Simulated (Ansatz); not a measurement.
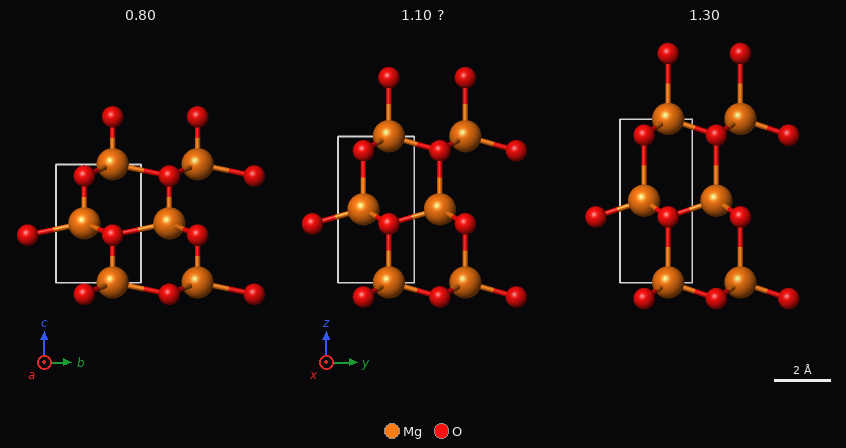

Solid MgO (P6_3mc): the ratio of the cell's length along z to its lengths across, counted as 1 for the reference, is changed at fixed volume (a c/a path), with the atoms kept at their fractional coordinates. x, y and z are the Cartesian axes of the input. Style: ball-and-stick. Shown: the cell of the calculation, repeated 3 × 2 × 1 with one cell outlined, along the a axis.

The calculation used Ansatz 0.2.0, DFT PBEsol, scalar-relativistic, plane waves, PAW. (plane-wave cutoff 420 eV; k-point mesh 9 × 9 × 6; occupations gaussian; smearing width 0.05 eV; no spin polarisation). Energies (free energies at the smearing named) are counted from the cell as listed in its source, which wasn't relaxed.

```json
{"axial ratio over its reference value": "0.80", "energy change (meV/atom)": "270.7"}
{"axial ratio over its reference value": "0.85", "energy change (meV/atom)": "136.4"}
{"axial ratio over its reference value": "0.92", "energy change (meV/atom)": "34.0"}
{"axial ratio over its reference value": "0.96", "energy change (meV/atom)": "8.0"}
{"axial ratio over its reference value": "1.00", "energy change (meV/atom)": "0.0"}
{"axial ratio over its reference value": "1.05", "energy change (meV/atom)": "10.8"}
{"axial ratio over its reference value": "1.10", "energy change (meV/atom)": "?"}
{"axial ratio over its reference value": "1.20", "energy change (meV/atom)": "144.8"}
{"axial ratio over its reference value": "1.30", "energy change (meV/atom)": "294.8"}
```

Q: Fill in the missing row.

A: A straight line between the two neighbours gives 55.5 meV/atom. A cubic through the four nearest rows (1.00, 1.05, 1.20, 1.30) gives, with Lagrange weights, (−0.3333)(0.0) + (1.0667)(10.8) + (0.3333)(144.8) + (−0.0667)(294.8) = 40.1 meV/atom. The calculation gives 40.6 meV/atom, so the cubic is 0.5 meV/atom too low and the straight line 14.9 meV/atom too high, as the curve bends upwards here.

The whole profile:

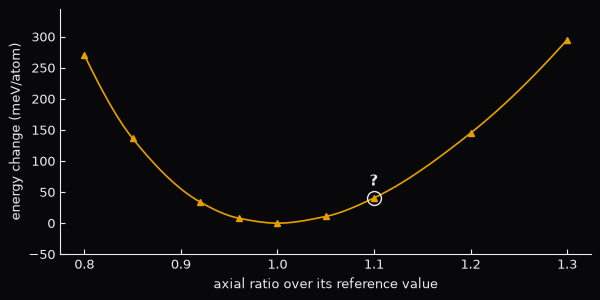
